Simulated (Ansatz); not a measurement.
# AlN: single-point calculation

AlN (F-43m, 32 atoms in the cell), computed with DFT PBE, scalar-relativistic, plane waves, PAW, no spin polarisation (Ansatz 0.2.0).

The structure derives from a Materials Project entry. It belongs to a series of runs on one base structure; here: the perfect crystal in a cell of 32 atoms.

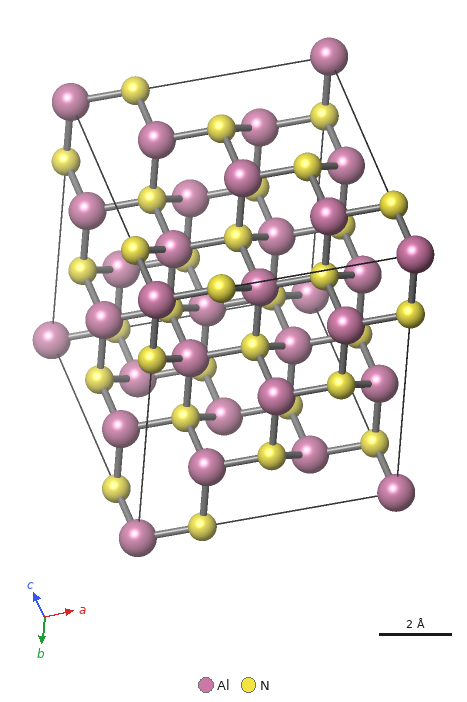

*The structure as given in the input (ball-and-stick view of the cell of the calculation, seen at an oblique angle). An atom can appear more than once, as a periodic image.*

Near neighbours in the periodic cell (some may lie outside the picture): Al has 4 N at 1.91 Å; N has 4 Al at 1.91 Å.

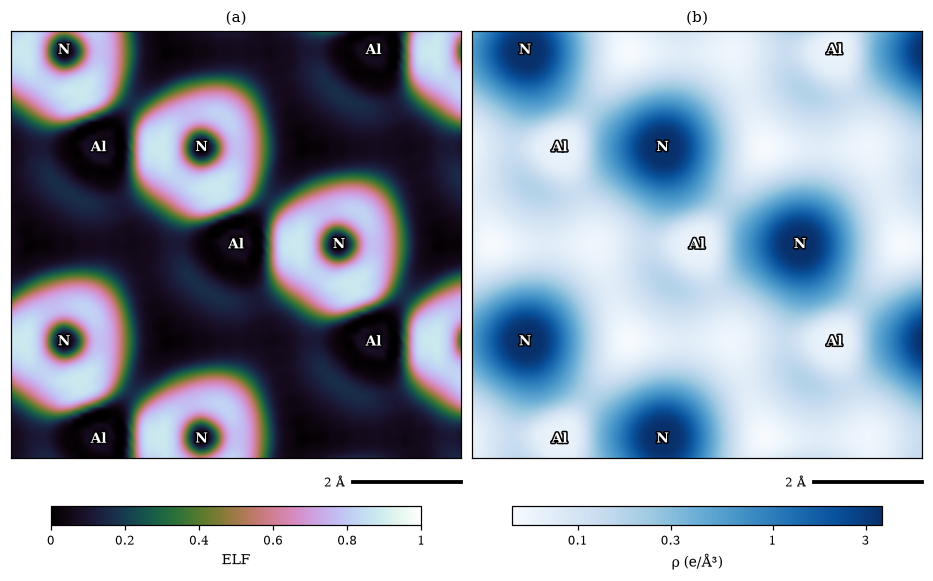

*(a) ELF; (b) valence charge density (pseudo) on the (010) plane of the calculation cell.*

Atoms in the plane: Al and N. Al–N (1.91 Å): the density is about 0.67 e/Å³ at the midpoint; the ELF is about 0.85 at the midpoint. Away from the nuclei the density in this plane falls to 0.05 e/Å³ at its lowest. The fields are those of the smooth PAW valence density.

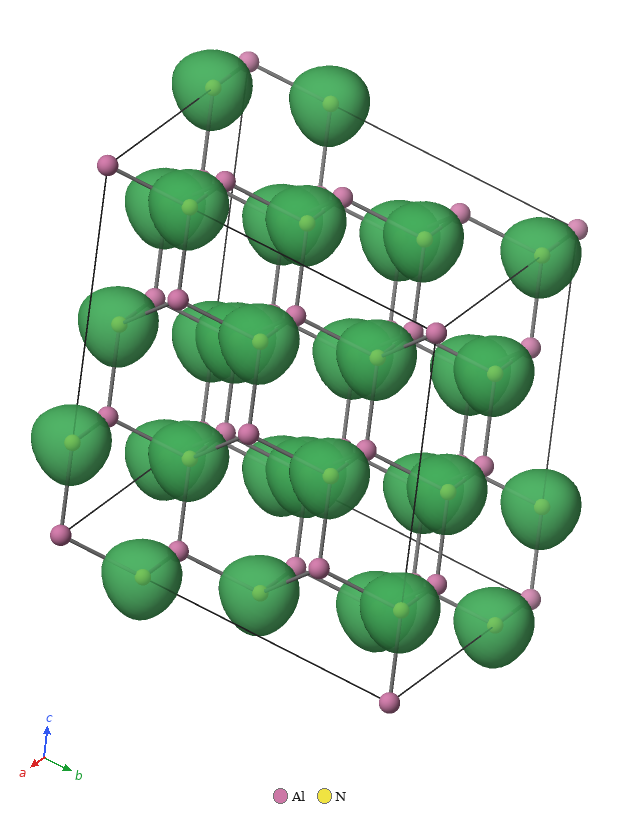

*Isosurface of the valence pseudo-density at 0.8 e/Å³ (green), seen slightly off an axis. Sticks mark near contacts. The outline is the calculation cell.*

At this value the density breaks into separate islands; it holds about 50 % of the electrons treated as valence. It is pinched off along the Al–N (1.91 Å) contacts. On the grid the lowest density along these lines, outside the cores, is 0.55 e/Å³ (Al–N, 1.91 Å).

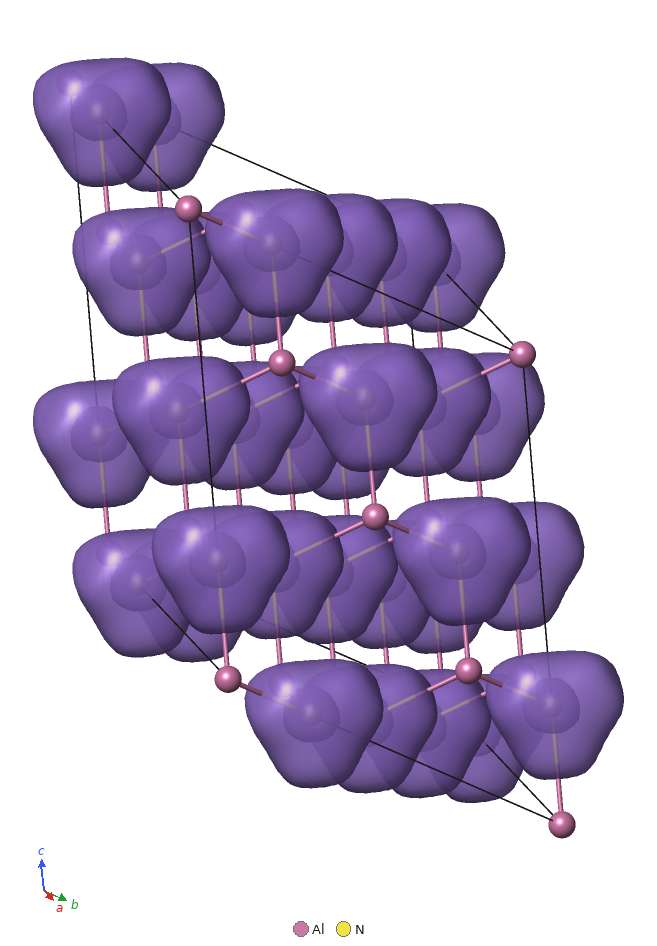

*Isosurface of the electron localisation function at 0.7 (purple), seen slightly off an axis. Only the valence region is drawn (cores and ρ < 0.01 e/Å³ removed). Sticks mark near contacts. The outline is the calculation cell.*

Values along the shortest contacts: Al–N (1.91 Å): the ELF is about 0.85 at the midpoint.

These pictures come from the run below.

Input file
```yaml
crystal:
  lattice:
    - [4.4031742003, -4.4031742003, 4.4031742003]
    - [-4.4031742003, 4.4031742003, 4.4031742003]
    - [-4.4031742003, -4.4031742003, -4.4031742003]
  atoms:
    - { symbol: Al, position: [0.25, 0.75, 0.0] }
    - { symbol: Al, position: [0.5, 0.75, 0.75] }
    - { symbol: Al, position: [0.75, 0.75, 0.5] }
    - { symbol: Al, position: [0.0, 0.0, 1.0] }
    - { symbol: Al, position: [0.25, 0.0, 0.75] }
    - { symbol: Al, position: [0.0, 0.75, 0.25] }
    - { symbol: Al, position: [0.75, 0.25, 0.0] }
    - { symbol: Al, position: [0.5, 0.0, 0.5] }
    - { symbol: Al, position: [0.75, 0.0, 0.25] }
    - { symbol: Al, position: [0.0, 0.25, 0.75] }
    - { symbol: Al, position: [0.5, 0.5, 0.0] }
    - { symbol: Al, position: [0.25, 0.25, 0.5] }
    - { symbol: Al, position: [0.75, 0.5, 0.75] }
    - { symbol: Al, position: [0.5, 0.25, 0.25] }
    - { symbol: Al, position: [0.0, 0.5, 0.5] }
    - { symbol: Al, position: [0.25, 0.5, 0.25] }
    - { symbol: "N", position: [0.25, 0.0, 0.0] }
    - { symbol: "N", position: [0.5, 0.0, 0.75] }
    - { symbol: "N", position: [0.75, 0.0, 0.5] }
    - { symbol: "N", position: [0.0, 0.25, 0.0] }
    - { symbol: "N", position: [0.25, 0.25, 0.75] }
    - { symbol: "N", position: [0.0, 0.0, 0.25] }
    - { symbol: "N", position: [0.75, 0.5, 0.0] }
    - { symbol: "N", position: [0.5, 0.25, 0.5] }
    - { symbol: "N", position: [0.75, 0.25, 0.25] }
    - { symbol: "N", position: [0.0, 0.5, 0.75] }
    - { symbol: "N", position: [0.5, 0.75, 0.0] }
    - { symbol: "N", position: [0.25, 0.5, 0.5] }
    - { symbol: "N", position: [0.75, 0.75, 0.75] }
    - { symbol: "N", position: [0.5, 0.5, 0.25] }
    - { symbol: "N", position: [0.0, 0.75, 0.5] }
    - { symbol: "N", position: [0.25, 0.75, 0.25] }
basis:
  ecutwfc: 420
  xc_grid: 2
kpoints:
  mp_grid: { grid: [2, 2, 2], shift: [0.5, 0.5, 0.5] }
hamiltonian:
  xc: pbe
scf:
  occupations: { method: gaussian, width: 0.01 }
output:
  forces: true
  stress: true
  eigenvalues: true
  write_density: true
  write_potential: true
  elf: true
  volumetric_format: npy
```

Run as:
```bash
ansatz run input.yaml --threads 4 --pin off --max-ram 10240MiB --backend cpu --events-out ev --progress --plain --runs-dir out
```

Log
```
Engine: ansatz 0.2.0, x86_64-unknown-linux-gnu
Pseudopotentials: kind: paw
Pseudopotential: Al, paw, valence charge 3, recommended cutoff 420 eV (normal), Al.paw.azcp
Pseudopotential: N, paw, valence charge 5, recommended cutoff 420 eV (normal), N.paw.azcp
Functional definition: PBE
  parameter kappa = 0.804
  parameter beta = 0.06672455060314922
  exchange = pbe_x(kappa = kappa, mu = beta*pi^2/3)
  correlation = pbe_c(beta = beta)
Crystal: 32 atoms, lattice volume = 341.474 Å³
Basis set: ecut = 420 eV, 6699 PW (Γ), exchange–correlation on 108×108×108 points (8 copies of the dense FFT grid, shifted against one another)
Bands: 96, of which v1, the nominal top of the filled ones, is band 64 counted from 1 (63 counted from 0)
Symmetry: 384 space group operations
Space group: F-43m (ITA 216), of the structure as read, at distance tolerance 7.0e-5 Å
k-points: 2 of 8 (time reversal used)
Non-local potential: Al, projectors of the file, l = 0: 2, l = 1: 2, l = 2: 1
Non-local potential: N, projectors of the file, l = 0: 2, l = 1: 2, l = 2: 1
PAW form: soft (Blöchl's): semilocal exchange-correlation on the pseudo side does not see the compensation charge
PAW one-centre angular grid: Al, 110 points (default); XC on 64 Gauss nodes
PAW one-centre angular grid: N, 110 points (default); XC on 64 Gauss nodes
Initial density: superposition of atomic densities (neutral atoms: chi_scale 0, normalization atom), corrected by the library's trained network
Initial wavefunctions: pseudopotential atomic-orbital guess
Functional: x = pbe(κ = 0.804, μ = 0.2195149727645171), c = pbe(β = 0.06672455060314922)
SCF iter   1: F=—  HF=-14787.389228 eV  |F-HF|=—  |Δ(HF+E_count)|=         —  Δρ=6.88e-4  dr2=5.24e-4  ethr=1.77e-3  ⟨swp⟩=6.5  Hψ=866  notcnv=0  defer=12
preconditioner: auto → Resta (q_TF=auto, 2.317 Å⁻¹)  ε∞=4.1  [insulator: Δε(μ)=4.431 eV  Ē_g=13.010 eV  σ=0.010 eV  W_gap=1.00  n_scr=78 (ndim 8)  ℏωp=22.7 eV  f_vac=0.000  D(μ)=0.00/eV (n_scr^D=0)  ε∞_Penn≈4.1]
SCF iter   2: F=—  HF=-14787.389892 eV  |F-HF|=—  |Δ(HF+E_count)|=   6.65e-4  Δρ=3.73e-4  dr2=2.03e-4  ethr=4.09e-7  ⟨swp⟩=2.5  Hψ=370  notcnv=0  defer=38
SCF iter   3: F=—  HF=-14787.390531 eV  |F-HF|=—  |Δ(HF+E_count)|=   6.39e-4  Δρ=8.78e-5  dr2=1.63e-5  ethr=1.58e-7  ⟨swp⟩=2.0  Hψ=291  notcnv=0  defer=38
SCF iter   4: F=—  HF=-14787.390432 eV  |F-HF|=—  |Δ(HF+E_count)|=   9.94e-5  Δρ=2.05e-5  dr2=1.11e-6  ethr=1.27e-8  ⟨swp⟩=2.0  Hψ=259  notcnv=0  defer=38
SCF iter   5: F=—  HF=-14787.390433 eV  |F-HF|=—  |Δ(HF+E_count)|=   8.64e-7  Δρ=7.73e-6  dr2=1.88e-7  ethr=8.70e-10  ⟨swp⟩=2.0  Hψ=259  notcnv=0  defer=38
SCF iter   6: F=-14787.390433 eV  HF=-14787.390433 eV  |F-HF|=2.72e-9  |Δ(HF+E_count)|=   2.57e-9  Δρ=2.53e-6  dr2=9.70e-9  ethr=7.81e-11  ⟨swp⟩=15.5  Hψ=1210  notcnv=0
SCF 1 converged in 6 iterations: F = -14787.390433 eV  dr2 = 9.70e-9
  greatest PAW one-centre occupation: 0.787 electrons in one spin orbital (limit 2), on the N atom at site 31 (counted from 0), in its partial waves of l = 0
SCF converged after 6 iterations
Free energy (F): -14787.390433 eV
Harris-Foulkes:  -14787.390433 eV  (|F-HF|=2.72e-9)
Internal energy: -14787.390433 eV  (E = F + TS)
E sigma→0 (E₀):  -14787.390433 eV
Fermi energy:    8.683072 eV
--- Per-component energies (eV) ---
  E_band       = 219.730650
  E_kinetic    = 2535.114077
  E_local      = -3599.887121  (includes V_loc(G=0)·N_el)
  E_nonlocal   = 884.868394
  E_hartree    = 1245.475896
  E_xc         = -1624.706792
  E_vxc        = -1721.285293  (∫ρ·V_xc dr)
  E_paw        = -9520.523517  (= ΣΔE_a)
  E_vpaw       = -370.034875  (= ΣTr[D̂ρ^β])
  E_aug_tail   = 0.001550  (compensation charges beyond the density's cutoff)
  E_ewald      = -4707.732920
  E_smearing   = -0.000000  (= −TS)
  E_closure    = 0.000000  (closes the sum)
  Σ components = -14787.390433   (vs F -14787.390433, Δ=0.00e0)
--- Forces (eV/Å), atoms counted from 1 ---
  atom   1  Al     0.00000000    -0.00000000    -0.00000000
  atom   2  Al     0.00000000    -0.00000000    -0.00000000
  atom   3  Al     0.00000000    -0.00000000    -0.00000000
  atom   4  Al     0.00000000    -0.00000000    -0.00000000
  atom   5  Al     0.00000000    -0.00000000    -0.00000000
  atom   6  Al     0.00000000    -0.00000000    -0.00000000
  atom   7  Al     0.00000000     0.00000000    -0.00000000
  atom   8  Al     0.00000000    -0.00000000    -0.00000000
  atom   9  Al     0.00000000     0.00000000    -0.00000000
  atom  10  Al     0.00000000     0.00000000     0.00000000
  atom  11  Al     0.00000000     0.00000000    -0.00000000
  atom  12  Al     0.00000000     0.00000000    -0.00000000
  atom  13  Al     0.00000000     0.00000000    -0.00000000
  atom  14  Al     0.00000000    -0.00000000    -0.00000000
  atom  15  Al     0.00000000    -0.00000000    -0.00000000
  atom  16  Al     0.00000000    -0.00000000    -0.00000000
  atom  17  N     -0.00000000    -0.00000000    -0.00000000
  atom  18  N     -0.00000000     0.00000000     0.00000000
  atom  19  N     -0.00000000     0.00000000    -0.00000000
  atom  20  N     -0.00000000    -0.00000000    -0.00000000
  atom  21  N     -0.00000000     0.00000000     0.00000000
  atom  22  N     -0.00000000     0.00000000    -0.00000000
  atom  23  N     -0.00000000    -0.00000000     0.00000000
  atom  24  N     -0.00000000     0.00000000    -0.00000000
  atom  25  N     -0.00000000     0.00000000    -0.00000000
  atom  26  N     -0.00000000     0.00000000     0.00000000
  atom  27  N     -0.00000000     0.00000000     0.00000000
  atom  28  N     -0.00000000     0.00000000     0.00000000
  atom  29  N     -0.00000000    -0.00000000     0.00000000
  atom  30  N     -0.00000000     0.00000000    -0.00000000
  atom  31  N     -0.00000000     0.00000000     0.00000000
  atom  32  N     -0.00000000     0.00000000     0.00000000
  max |Σ_I F_I| component: 1.25e-26 eV/Å
--- Stress (GPa, compression-positive) ---
        0.016833      -0.000000      -0.000000
        0.000000       0.016833       0.000000
       -0.000000       0.000000       0.016833
  P = ⅓ Tr σ = 0.0168 GPa (0.168 kbar)
--- Band table (eV) ---
  k-point 0: bands = ["-7.2860", "-7.2860", "-7.2860", "-7.2860", "-5.8763", "-5.8763", "-5.8763", "-5.8763", "-5.8763", "-5.8763", "-5.8763", "-5.8763", "-5.8763", "-5.8763", "-5.8763", "-5.8763", "2.0297", "2.0297", "2.0297", "2.0297", "2.0297", "2.0297", "2.0297", "2.0297", "2.0297", "2.0297", "2.0297", "2.0297", "3.5012", "3.5012", "3.5012", "3.5012", "4.4321", "4.4321", "4.4321", "4.4321", "4.4321", "4.4321", "4.4321", "4.4321", "4.4321", "4.4321", "4.4321", "4.4321", "5.5483", "5.5483", "5.5483", "5.5483", "5.5483", "5.5483", "5.5483", "5.5483", "5.5483", "5.5483", "5.5483", "5.5483", "6.4683", "6.4683", "6.4683", "6.4683", "6.4683", "6.4683", "6.4683", "6.4683", "12.5456", "12.5456", "12.5456", "12.5456", "12.5456", "12.5456", "12.5456", "12.5456", "12.5456", "12.5456", "12.5456", "12.5456", "12.9697", "12.9697", "12.9697", "12.9697", "16.5105", "16.5105", "16.5105", "16.5105", "16.5105", "16.5105", "16.5105", "16.5105", "16.5105", "16.5105", "16.5105", "16.5105", "17.4855", "17.4855", "17.4855", "17.4855"]
  k-point 1: bands = ["-7.8162", "-6.8022", "-6.8022", "-6.8022", "-6.8022", "-6.1998", "-6.1998", "-6.1998", "-6.1998", "-6.0282", "-5.7014", "-5.7014", "-5.7014", "-5.7014", "-5.4984", "-5.4984", "1.5350", "1.5350", "1.5350", "1.5350", "2.2294", "2.2294", "2.4410", "2.4410", "2.4410", "2.4410", "2.4772", "3.1991", "3.1991", "3.1991", "3.1991", "3.4978", "3.4978", "3.4978", "3.4978", "4.3686", "4.3686", "4.4820", "4.4820", "5.1937", "5.1937", "5.2716", "5.2716", "5.2716", "5.2716", "5.2770", "5.2770", "5.2770", "5.2770", "5.4176", "5.4176", "5.4176", "5.4176", "5.5844", "6.1268", "6.1268", "6.1268", "6.1268", "6.2251", "6.2251", "6.2251", "6.2251", "6.4153", "6.4153", "10.8978", "11.2523", "11.2523", "11.9125", "13.1883", "13.1883", "13.1883", "13.1883", "13.3923", "13.3923", "13.3923", "13.3923", "14.4797", "14.4797", "14.4797", "14.4797", "15.3827", "15.3827", "15.3827", "15.3827", "15.6236", "16.2144", "16.2144", "16.7069", "16.7069", "16.7069", "16.7069", "17.0129", "17.0129", "17.0129", "17.0129", "17.4065"]
```

Summary

| quantity | value |
| --- | --- |
| outcome | converged |
| space group (tolerance 0.01 Å) | F-43m (216) |
| electrons treated | 128 |
| free energy | −14787.3904 eV |
| Fermi energy | 8.683 eV |
| gap on the k-point mesh | 4.43 eV |
| pressure | 0.02 GPa |
| largest force (length of the vector) | under 0.001 eV/Å |
| hardware | 4 threads of Intel Xeon @ 2.50GHz (Skylake/Cascade Lake), 32 GiB of memory available, shared host |
| wall time | 3 s (CPU time 10 s) |
| peak memory | 0.7 GiB |
